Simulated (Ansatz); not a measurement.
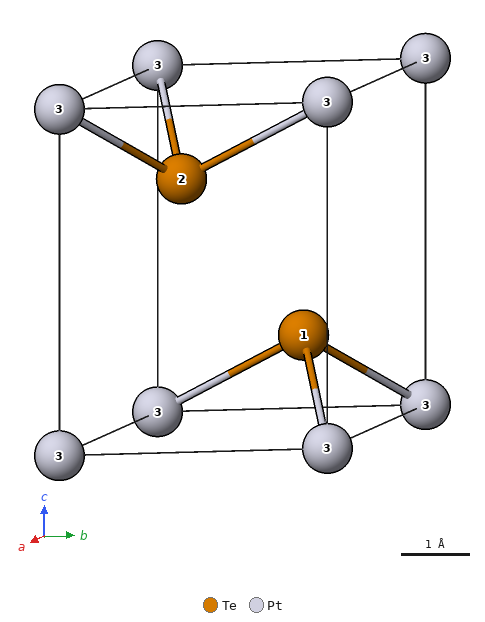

The structure (ball-and-stick view of the cell of the calculation, seen slightly off an axis; atoms are numbered from 1 in the order of the input). Near neighbours in the crystal (not all of them lie inside the picture): Te has 3 Pt at 2.66 Å; Pt has 6 Te at 2.66 Å.

**PtTe2: single-point calculation**

PtTe2 (3 atoms in the cell), computed with DFT PBE+D3(BJ), scalar-relativistic, plane waves, PAW, no spin polarisation (Ansatz 0.2.0).

The structure derives from an entry of the Crystallography Open Database. Figures and captions count atoms from 1; the log counts them from 0 in places.

Input:
```yaml
crystal:
  lattice:
    - [4.01, 0.0, 0.0]
    - [-2.005, 3.4727618692, 0.0]
    - [0.0, 0.0, 5.201]
  atoms:
    - { symbol: Te, position: [0.3333333333, 0.6666666667, 0.25] }
    - { symbol: Te, position: [0.6666666667, 0.3333333333, 0.75] }
    - { symbol: Pt, position: [0.0, 0.0, 0.0] }
basis:
  ecutwfc: 420
kpoints:
  mp_grid: { grid: [6, 6, 4] }
hamiltonian:
  xc: pbe
  dispersion: d3bj
scf:
  occupations: { method: gaussian, width: 0.1 }
output:
  forces: true
  stress: true
  eigenvalues: true
```

Launched with:
```bash
ansatz run input.yaml --threads 1 --pin off --max-ram 2560MiB --backend cpu --events-out ev --progress --plain --runs-dir out
```

Log:
```
Engine: ansatz 0.2.0, x86_64-unknown-linux-gnu
Pseudopotentials: kind: paw
Pseudopotential: Te, paw, valence charge 16, recommended cutoff 420 eV (normal), Te.paw.azcp
Pseudopotential: Pt, paw, valence charge 18, recommended cutoff 420 eV (normal), Pt.paw.azcp
Functional definition: PBE
  parameter kappa = 0.804
  parameter beta = 0.06672455060314922
  exchange = pbe_x(kappa = kappa, mu = beta*pi^2/3)
  correlation = pbe_c(beta = beta)
Crystal: 3 atoms, lattice volume = 72.428 Å³
Basis set: ecut = 420 eV, 1409 PW (Γ), exchange–correlation on 54×54×72 points (8 copies of the dense FFT grid, shifted against one another)
Bands: 30, of which v1, the nominal top of the filled ones, is band 25 counted from 1 (24 counted from 0)
Symmetry: 12 space group operations
Space group: P-3m1 (ITA 164), of the structure as read, at distance tolerance 4.2e-5 Å
k-points: 24 of 144
Non-local potential: Te, projectors of the file, l = 0: 2, l = 1: 2, l = 2: 2, l = 3: 2
Non-local potential: Pt, projectors of the file, l = 0: 3, l = 1: 2, l = 2: 2, l = 3: 1
PAW form: soft (Blöchl's): semilocal exchange-correlation on the pseudo side does not see the compensation charge
PAW one-centre angular grid: Te, 590 points (default); XC on 64 Gauss nodes
PAW one-centre angular grid: Pt, 590 points (default); XC on 64 Gauss nodes
Initial density: superposition of atomic densities (neutral atoms: chi_scale 0, normalization atom), corrected by the library's trained network
Initial wavefunctions: pseudopotential atomic-orbital guess
Functional: x = pbe(κ = 0.804, μ = 0.2195149727645171), c = pbe(β = 0.06672455060314922)
SCF iter   1: F=—  HF=-26485.644975 eV  |F-HF|=—  |Δ(HF+E_count)|=         —  Δρ=2.76e-3  dr2=5.32e-3  ethr=1.77e-3  ⟨swp⟩=6.2  Hψ=3105  notcnv=0
preconditioner: auto → LDOS  [metal: Δε(μ)=0.084 eV  Ē_g=9.204 eV  σ=0.100 eV  W_gap=0.45  n_scr=22 (ndim 8)  ℏωp=20.5 eV  f_vac=0.015  D(μ)=0.70/eV (n_scr^D=2)  β→1.0]
SCF iter   2: F=—  HF=-26485.646674 eV  |F-HF|=—  |Δ(HF+E_count)|=   1.70e-3  Δρ=2.66e-3  dr2=7.08e-3  ethr=1.06e-5  ⟨swp⟩=2.0  Hψ=1524  notcnv=0  defer=1
SCF iter   3: F=—  HF=-26485.644855 eV  |F-HF|=—  |Δ(HF+E_count)|=   1.82e-3  Δρ=3.73e-4  dr2=1.09e-4  ethr=1.06e-5  ⟨swp⟩=2.0  Hψ=1272  notcnv=0  defer=1
SCF iter   4: F=—  HF=-26485.644830 eV  |F-HF|=—  |Δ(HF+E_count)|=   2.47e-5  Δρ=7.91e-5  dr2=7.85e-6  ethr=2.17e-7  ⟨swp⟩=2.0  Hψ=1273  notcnv=0  defer=1
SCF iter   5: F=—  HF=-26485.644820 eV  |F-HF|=—  |Δ(HF+E_count)|=   1.05e-5  Δρ=2.42e-5  dr2=8.05e-7  ethr=1.57e-8  ⟨swp⟩=2.0  Hψ=1208  notcnv=0  defer=1
SCF iter   6: F=-26485.644820 eV  HF=-26485.644820 eV  |F-HF|=4.00e-10  |Δ(HF+E_count)|=   1.25e-7  Δρ=4.52e-6  dr2=1.80e-8  ethr=2.00e-10  ⟨swp⟩=8.4  Hψ=3233  notcnv=0
SCF 1 converged in 6 iterations: F = -26485.644820 eV  dr2 = 1.80e-8
  greatest PAW one-centre occupation: 1.000 electrons in one spin orbital (limit 2), on the Pt atom at site 2 (counted from 0), in its partial waves of l = 0
```

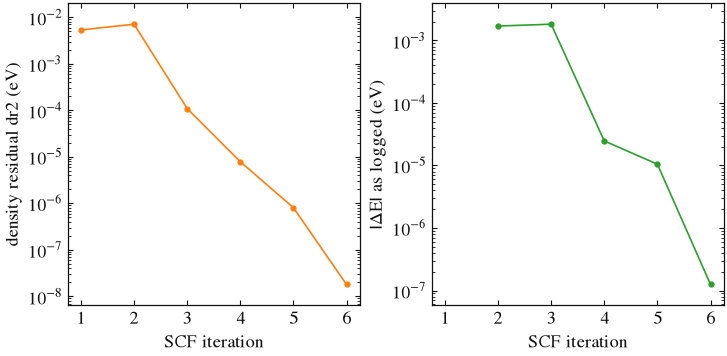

Convergence of the self-consistent field: density residual dr2 and size of the energy change against the SCF iteration. The residual falls almost steadily, with no more than small rises.

```
SCF converged after 6 iterations
Free energy (F): -26485.644820 eV
Harris-Foulkes:  -26485.644820 eV  (|F-HF|=4.00e-10)
Internal energy: -26485.641282 eV  (E = F + TS)
E sigma→0 (E₀):  -26485.643051 eV
Entropy (-TS):   -0.003538 eV (-1.179 meV/atom)
Fermi energy:    14.168782 eV
--- Per-component energies (eV) ---
  E_band       = -689.010561
  E_kinetic    = 1004.232964
  E_local      = -4539.172445  (includes V_loc(G=0)·N_el)
  E_nonlocal   = -421.475342
  E_hartree    = 2415.981646
  E_xc         = -513.070163
  E_vxc        = -514.826028  (∫ρ·V_xc dr)
  E_paw        = -18779.472568  (= ΣΔE_a)
  E_vpaw       = -1049.740185  (= ΣTr[D̂ρ^β])
  E_aug_tail   = -0.000138  (compensation charges beyond the density's cutoff)
  E_ewald      = -5650.971506
  E_disp       = -1.693731  (pairwise vdW)
  E_smearing   = -0.003538  (= −TS)
  E_closure    = -0.000000  (closes the sum)
  Σ components = -26485.644820   (vs F -26485.644820, Δ=0.00e0)
--- Forces (eV/Å), atoms counted from 1 ---
  atom   1  Te    -0.00000000     0.00000000     1.06986811
  atom   2  Te    -0.00000000    -0.00000000    -1.06986811
  atom   3  Pt     0.00000000    -0.00000000     0.00000000
  max |Σ_I F_I| component: 8.67e-19 eV/Å
--- Stress (GPa, compression-positive) ---
        5.325808      -0.000000      -0.000000
       -0.000000       5.325808       0.000000
       -0.000000       0.000000       3.841792
  P = ⅓ Tr σ = 4.8311 GPa (48.311 kbar)
--- Band table (eV; the first three rows and the last of 24) ---
  k-point 0: bands = ["-85.2386", "-39.5245", "-39.5245", "-39.3959", "-23.5181", "-23.5181", "-23.5032", "-23.5029", "-23.5029", "-23.5022", "-23.5022", "-23.4993", "-23.4909", "-23.4909", "-0.1935", "3.3711", "7.1988", "8.0053", "8.0053", "10.0799", "10.0799", "11.3595", "13.5402", "13.5402", "15.2909", "15.2909", "15.4849", "16.8384", "18.5224", "19.9899"]
  k-point 1: bands = ["-85.2386", "-39.5245", "-39.5245", "-39.3960", "-23.5157", "-23.5157", "-23.5050", "-23.5050", "-23.5026", "-23.5022", "-23.5022", "-23.4998", "-23.4913", "-23.4913", "0.0688", "2.5624", "8.0432", "8.0432", "8.2360", "10.0623", "10.0623", "11.4593", "13.2136", "13.2136", "14.2185", "15.8302", "15.8302", "17.2878", "19.3405", "19.6159"]
  k-point 2: bands = ["-85.2386", "-39.5245", "-39.5245", "-39.3960", "-23.5116", "-23.5116", "-23.5082", "-23.5082", "-23.5029", "-23.5029", "-23.5015", "-23.5008", "-23.4914", "-23.4914", "0.5126", "1.7233", "8.0821", "8.0821", "9.3017", "10.0466", "10.0466", "11.8158", "12.7493", "12.9579", "12.9579", "16.4058", "16.4058", "18.1673", "19.1192", "19.1192"]
  k-point 23: bands = ["-85.2385", "-39.5271", "-39.5271", "-39.3957", "-23.5111", "-23.5111", "-23.5081", "-23.5079", "-23.5012", "-23.5011", "-23.5011", "-23.4947", "-23.4925", "-23.4925", "2.2286", "2.2286", "7.7959", "7.7959", "7.8200", "9.8578", "9.8578", "10.0115", "10.3664", "11.2830", "11.2830", "16.5704", "16.5704", "19.9714", "20.8895", "20.8895"]
```

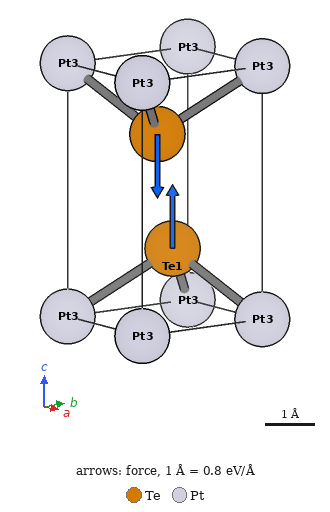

Forces on the atoms as blue arrows (ball-and-stick view of the cell of the calculation, seen slightly off an axis; atoms are numbered from 1 in the order of the input). The largest act on Te1, Te2 (1.07 eV/Å). The geometry is not a stationary point of this energy.

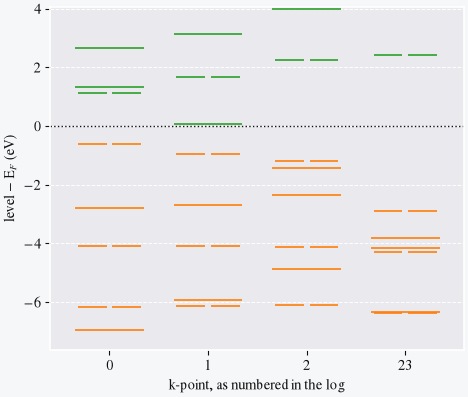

Kohn–Sham levels near the Fermi level (dotted) at the few k-points that the log prints; levels within 0.02 eV of each other stand side by side. The system is metallic on the full mesh.

Results in brief:

```json
{"quantity": "outcome", "value": "converged"}
{"quantity": "space group (tolerance 0.01 Å)", "value": "P-3m1 (164)"}
{"quantity": "electrons treated", "value": "50"}
{"quantity": "free energy", "value": "−26485.6448 eV"}
{"quantity": "Fermi energy", "value": "14.169 eV"}
{"quantity": "gap on the k-point mesh", "value": "none (metallic)"}
{"quantity": "pressure", "value": "4.83 GPa"}
{"quantity": "largest force (length of the vector)", "value": "1.070 eV/Å"}
{"quantity": "hardware", "value": "1 thread of Intel Xeon @ 2.70GHz, 189 GiB of memory available, shared host"}
{"quantity": "wall time", "value": "4.5 s"}
{"quantity": "peak memory", "value": "0.38 GiB"}
```

Remarks:

Spin–orbit coupling is left out, which matters for Pt.
